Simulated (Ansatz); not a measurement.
## Run report: Ta₄N₅, geometry relaxation (part 1 of 3)

The run: geometry relaxation of Ta₄N₅ (slab, 9 atoms in the cell). Method and program: DFT r2SCAN, scalar-relativistic, plane waves, PAW, no spin polarisation (Ansatz 0.2.0).

The structure derives from an entry of the Crystallography Open Database. It belongs to a series of runs on one base structure; here: (1 1 1) slab, atoms relaxed.

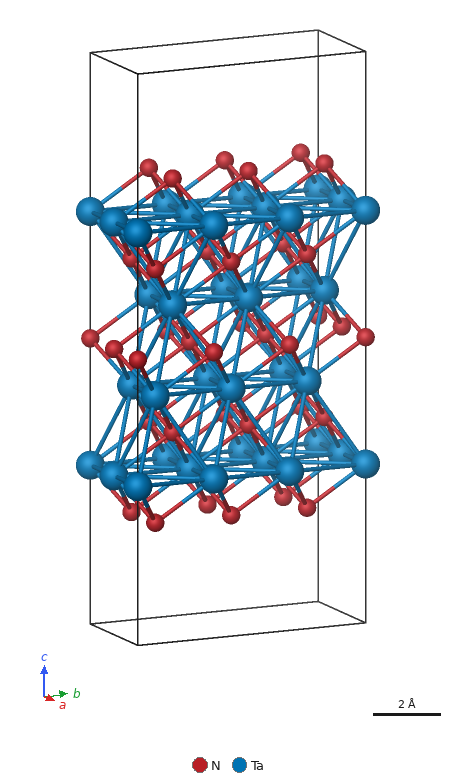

Fig. 1: The structure as given in the input (ball-and-stick view of the 2 × 3 repeat of the cell, with the vacuum cut short, seen slightly off an axis). Near neighbours in the crystal (not all of them lie inside the picture): N has 3 Ta at 2.20 Å; Ta has 6 N at 2.20 Å and 9 Ta at 3.11 Å; N has 6 Ta at 2.20 Å; Ta has 6 N at 2.20 Å and 12 Ta at 3.11 Å.

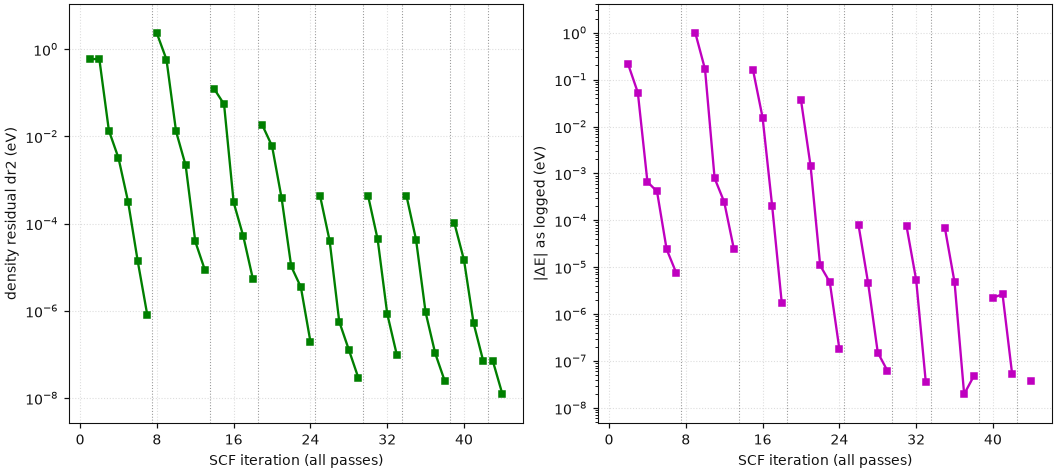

Fig. 2: Convergence of the self-consistent field: density residual dr2 and size of the energy change against the SCF iteration. Dotted lines part the SCF passes that the log prints in full.

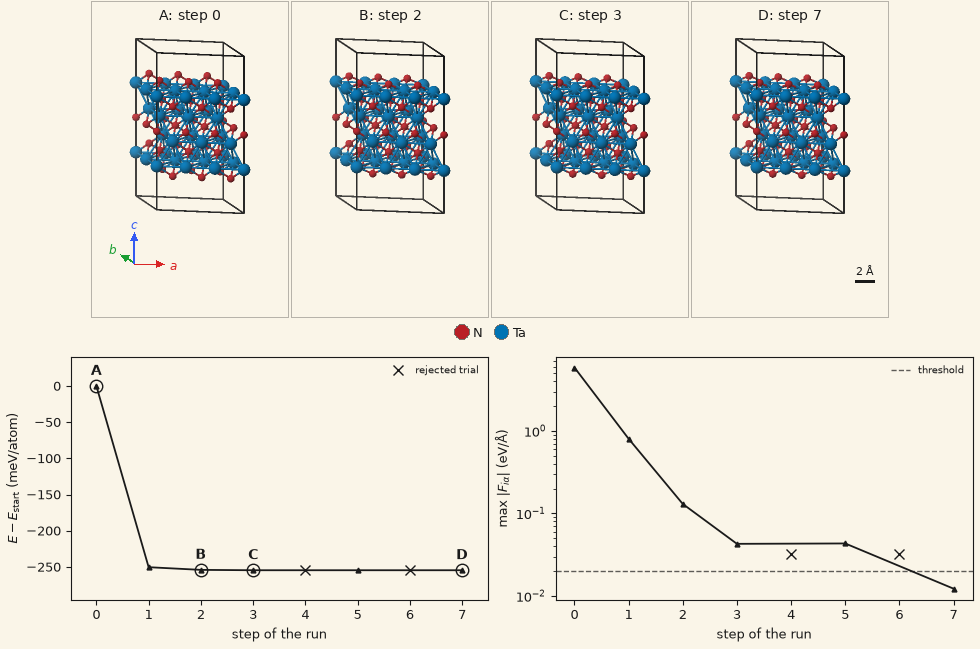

Fig. 3: Frames of the relaxation (ball-and-stick view of the 3 × 2 repeat of the cell, with the vacuum cut short, seen slightly off an axis) above the curves, on which the letters mark them (the first geometry is step 0 here and step 1 in the log).

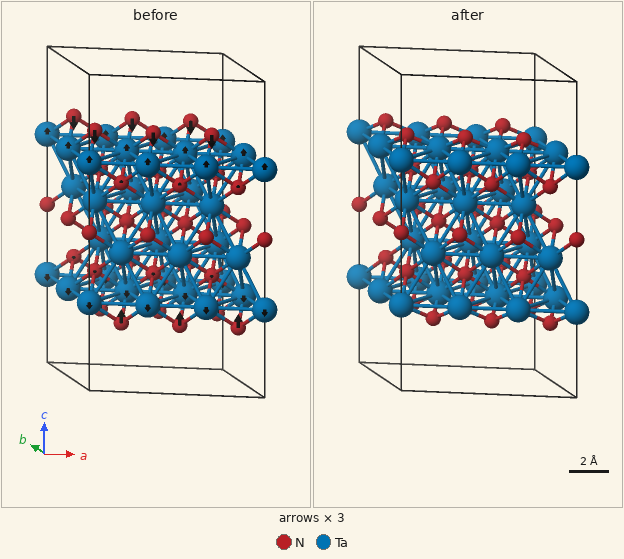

Fig. 4: Before (left) and after (right) the relaxation, at one scale (ball-and-stick view of the 3 × 2 repeat of the cell, with the vacuum cut short, seen slightly off an axis). The black arrows give the displacements, magnified 3 times. The largest moves, 0.25 Å, are those of N1 and N9. Largest moves by element: N 0.25 Å, Ta 0.13 Å. The lattice vectors keep their values. Distances before and after: N1–Ta2 2.198 → 2.005 Å, Ta2–Ta4 3.109 → 3.190 Å, Ta4–Ta6 3.109 → 3.153 Å, N7–Ta8 2.198 → 2.243 Å. Among the angles that change: Ta8–N9–Ta8 90.0° → 101.6°, Ta2–N3–Ta2 90.0° → 87.8°. Over 7 geometry steps the energy falls by 255 meV per atom. The largest force component goes from 5.9 to 0.012 eV/Å. The line search rejected the trial steps at points 4, 6 (counted from 0) and went back. (Atoms are counted from 1 in the order of the input.)

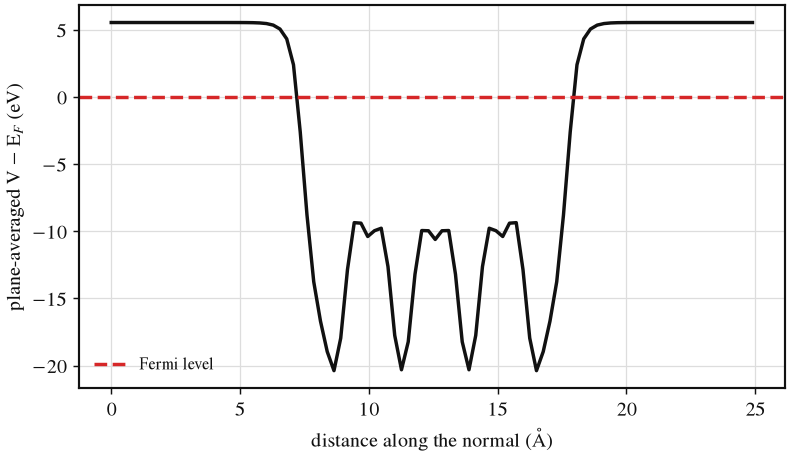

Fig. 5: Plane average of the electrostatic potential energy of an electron across the cell, from the Fermi level. The vacuum level lies 5.54 eV above the Fermi level.

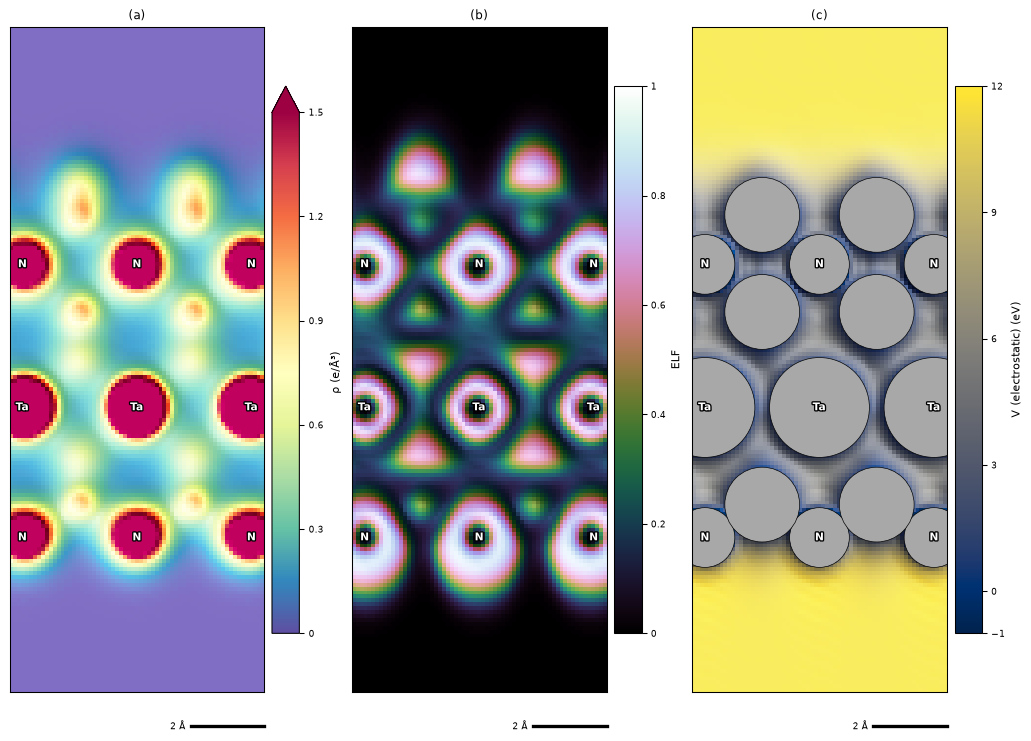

Fig. 6: (a) valence electron density; (b) electron localisation function; (c) electrostatic potential energy of an electron on the (010) plane of the calculation cell, a cut from vacuum to vacuum. Grey discs, where drawn, cover atomic cores. Ta–Ta (3.11 Å): ρ is about 0.23 e/Å³ halfway; the ELF is about 0.20 at the midpoint (no shared electron pair). The density dies away to nearly zero in the vacuum. The strong features right at Ta lie inside the PAW spheres (semicore, d or f shells) and say nothing about bonding. The fields are those of the smooth PAW valence density.

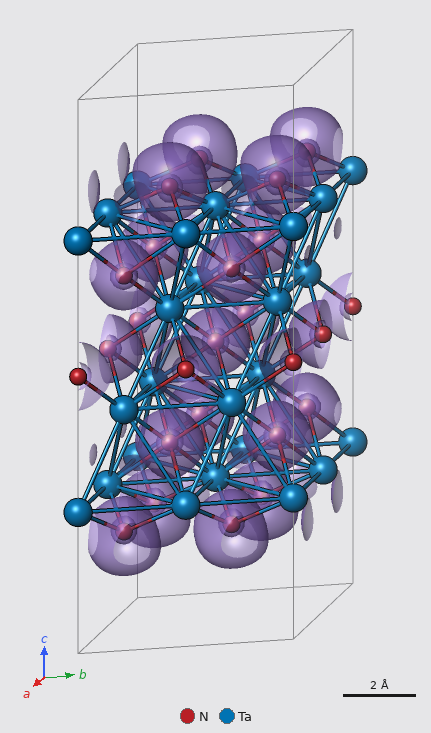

Fig. 7: Isosurface of the electron localisation function at 0.6 (purple), seen slightly off an axis. Only the valence region is drawn (cores and ρ < 0.01 e/Å³ removed). Sticks mark near contacts. Counts are for one cell; the picture repeats the cell along the surface. Along the contacts the grid gives the following. Ta–N (2.01 Å): the ELF is about 0.30 at the midpoint; no shared pair; the contact is polar. Ta–Ta (3.11 Å): the ELF is about 0.20 at the midpoint; no localised pair between them.

These pictures come from the run below.

Input file:
```yaml
crystal:
  lattice:
    - [3.1088180371, 0.0, 0.0]
    - [-1.5544090186, 2.6923153959, 0.0]
    - [0.0, 0.0, 25.1533571921]
  atoms:
    - { symbol: "N", position: [0.6666666667, 0.3333333333, 0.2981709337] }
    - { symbol: Ta, position: [0.0, 0.0, 0.3486282003] }
    - { symbol: "N", position: [0.3333333333, 0.6666666667, 0.3990854669] }
    - { symbol: Ta, position: [0.6666666667, 0.3333333333, 0.4495427334] }
    - { symbol: "N", position: [0.0, 0.0, 0.5] }
    - { symbol: Ta, position: [0.3333333333, 0.6666666667, 0.5504572666] }
    - { symbol: "N", position: [0.6666666667, 0.3333333333, 0.6009145331] }
    - { symbol: Ta, position: [0.0, 0.0, 0.6513717997] }
    - { symbol: "N", position: [0.3333333333, 0.6666666667, 0.7018290663] }
basis:
  ecutwfc: 500
kpoints:
  mp_grid: { grid: [12, 12, 1] }
hamiltonian:
  xc: r2scan
scf:
  occupations: { method: gaussian, width: 0.1 }
output:
  forces: true
  eigenvalues: true
  write_density: true
  write_potential: true
  elf: true
  volumetric_format: npy
relax:
  adjacent_minimum: "off"
  f_tol: 0.02
  max_steps: 60
efield:
  axis: 3
  dipole_correction: true
  ramp_width: 0.04
```

Launched with:
```bash
ansatz run input.yaml --threads 1 --pin off --max-ram 2560MiB --backend cpu --events-out ev --progress --plain --runs-dir out
```

The program's output:
```
Engine: ansatz 0.2.0, x86_64-unknown-linux-gnu
Pseudopotentials: kind: paw
Pseudopotential: N, paw, valence charge 5, recommended cutoff 500 eV (meta_gga), N.paw.azcp
Pseudopotential: Ta, paw, valence charge 13, recommended cutoff 500 eV (meta_gga), Ta.paw.azcp
Functional definition: r2SCAN
  parameter k0 = 0.174
  parameter k1 = 0.065
  parameter a1 = 4.9479
  exchange = r2scan_x(k0 = k0, k1 = k1, a1 = a1)
  correlation = r2scan_c
Crystal: 9 atoms, lattice volume = 210.532 Å³
Basis set: ecut = 500 eV, 5371 PW (Γ), exchange–correlation on 96×96×768 points (64 copies of the dense FFT grid, shifted against one another)
Bands: 48, of which v1, the nominal top of the filled ones, is band 39 counted from 1 (38 counted from 0)
Symmetry: 6 space group operations
k-points: 19 of 144 (time reversal used)
Non-local potential: N, projectors of the file, l = 0: 2, l = 1: 2, l = 2: 1
Non-local potential: Ta, projectors of the file, l = 0: 3, l = 1: 2, l = 2: 2, l = 3: 1
PAW form: soft (Blöchl's): semilocal exchange-correlation on the pseudo side does not see the compensation charge
PAW frozen core: N, regenerated for the run's functional (the file was generated under x = pbe(κ = 0.804, μ = 0.2195149727645171), c = pbe(β = 0.06672455060314922))
PAW frozen core: Ta, regenerated for the run's functional (the file was generated under x = pbe(κ = 0.804, μ = 0.2195149727645171), c = pbe(β = 0.06672455060314922))
PAW one-centre angular grid: N, 302 points (default); XC on 160 Gauss nodes
PAW one-centre angular grid: Ta, 590 points (default); XC on 160 Gauss nodes
Initial density: superposition of atomic densities (neutral atoms: chi_scale 0, normalization atom), corrected by the library's trained network
Initial wavefunctions: pseudopotential atomic-orbital guess
Functional: x = r2scan, c = r2scan; τ floored in thin density (d = 2e-4 eV/Å³)
SCF iter   1: F=—  HF=-41707.578329 eV  |F-HF|=—  |Δ(HF+E_count)|=         —  Δρ=9.34e-3  dr2=5.80e-1  dr2_τ=5.12e-1  ethr=1.77e-3  p=0.000 e·Å  D=1.75e-13 V/Å  ΔV_dip=-0.00 eV  dr2_dipole=3.32e-7  V_vac-E_F(+/−)=6.88/6.88 eV  ⟨swp⟩=8.5  Hψ=4647  notcnv=0
efield: sawtooth ramp at fractional position 0.9800 (placed from the atoms, in the widest stretch of the axis that holds none; the zero of the levels goes with the place), width 0.0400; the density the first Hamiltonian is built on has a dipole p = 0.000 e·Å; the dipole correction subtracts the counter field D = 1.75e-13 V/Å, which shifts the + side's vacuum level by -0.00 eV against the − side's; the planar-averaged density in the ramp window peaks in size at 5.9e-5 e/Å³
preconditioner: auto → LDOS  [metal: Δε(μ)=0.061 eV  Ē_g=9.729 eV  σ=0.100 eV  W_gap=0.33  n_scr=18 (ndim 8)  ℏωp=17.2 eV  f_vac=0.503  D(μ)=3.15/eV (n_scr^D=12)  β→1.0]
SCF iter   2: F=—  HF=-41707.788680 eV  |F-HF|=—  |Δ(HF+E_count)|=   2.10e-1  Δρ=9.44e-3  dr2=6.05e-1  dr2_τ=4.88e-2  ethr=7.53e-4  p=-0.000 e·Å  D=-1.15e-4 V/Å  ΔV_dip=0.00 eV  dr2_dipole=5.79e-6  V_vac-E_F(+/−)=8.01/8.00 eV  ⟨swp⟩=3.6  Hψ=1871  notcnv=0  defer=59
SCF iter   3: F=—  HF=-41707.735767 eV  |F-HF|=—  |Δ(HF+E_count)|=   5.29e-2  Δρ=2.09e-3  dr2=1.36e-2  dr2_τ=8.27e-4  ethr=7.53e-4  p=-0.000 e·Å  D=-1.21e-5 V/Å  ΔV_dip=0.00 eV  dr2_dipole=1.08e-7  V_vac-E_F(+/−)=7.58/7.58 eV  ⟨swp⟩=2.0  Hψ=1131  notcnv=0  defer=59
SCF iter   4: F=—  HF=-41707.736428 eV  |F-HF|=—  |Δ(HF+E_count)|=   6.61e-4  Δρ=1.23e-3  dr2=3.19e-3  dr2_τ=9.53e-4  ethr=1.77e-5  p=-0.000 e·Å  D=-1.09e-5 V/Å  ΔV_dip=0.00 eV  dr2_dipole=2.59e-9  V_vac-E_F(+/−)=7.62/7.62 eV  ⟨swp⟩=3.2  Hψ=1875  notcnv=0  defer=59
SCF iter   5: F=—  HF=-41707.736016 eV  |F-HF|=—  |Δ(HF+E_count)|=   4.12e-4  Δρ=2.95e-4  dr2=3.19e-4  dr2_τ=1.43e-5  ethr=4.14e-6  p=-0.000 e·Å  D=-9.34e-7 V/Å  ΔV_dip=0.00 eV  dr2_dipole=2.62e-10  V_vac-E_F(+/−)=7.63/7.63 eV  ⟨swp⟩=2.0  Hψ=1290  notcnv=0  defer=58
SCF iter   6: F=—  HF=-41707.736041 eV  |F-HF|=—  |Δ(HF+E_count)|=   2.42e-5  Δρ=7.30e-5  dr2=1.40e-5  dr2_τ=2.32e-6  ethr=4.14e-7  p=-0.000 e·Å  D=-1.72e-6 V/Å  ΔV_dip=0.00 eV  dr2_dipole=6.49e-10  V_vac-E_F(+/−)=7.63/7.63 eV  ⟨swp⟩=2.3  Hψ=1277  notcnv=0  defer=58
SCF iter   7: F=-41707.736049 eV  HF=-41707.736048 eV  |F-HF|=1.18e-6  |Δ(HF+E_count)|=   7.59e-6  Δρ=2.30e-5  dr2=8.07e-7  dr2_τ=7.47e-8  ethr=1.30e-8  p=0.000 e·Å  D=4.84e-7 V/Å  ΔV_dip=-0.00 eV  dr2_dipole=7.78e-11  V_vac-E_F(+/−)=7.63/7.63 eV  ⟨swp⟩=25.4  Hψ=11761  notcnv=0
SCF 1 converged in 7 iterations: F = -41707.736049 eV  dr2 = 8.07e-7
  Residual-converged pass: ⟨swp⟩=1.0  Hψ=988  notcnv=0  max |occ|·‖R‖ = 7.1e-9 eV (tolerance 1.0e-8 eV)  dr2=8.07e-7  dr2_τ=7.47e-8  dr2_onsite=1.46e-8  max |Δocc| = 2.6e-10
  greatest PAW one-centre occupation: 0.998 electrons in one spin orbital (limit 2), on the Ta atom at site 5 (counted from 0), in its partial waves of l = 0
relax step   1: F+E_penalty+E_count = -41707.73604928 eV  Δ(F+E_penalty+E_count) = +0.000e0 eV  max|allowed force component| = 5.864e0 eV/Å  Δτ_max = 0.0000 Å  (7 SCF iters, dr2 threshold 1.00e-5 eV, accepted)
Initial density: handed on by an earlier stage of this run
Initial wavefunctions: those handed on with the density
iter 1 solved again at ethr=2.99e-3 eV; its pass at ethr=3.10e-3 eV (dr2=2.30e0 eV) is discarded
```
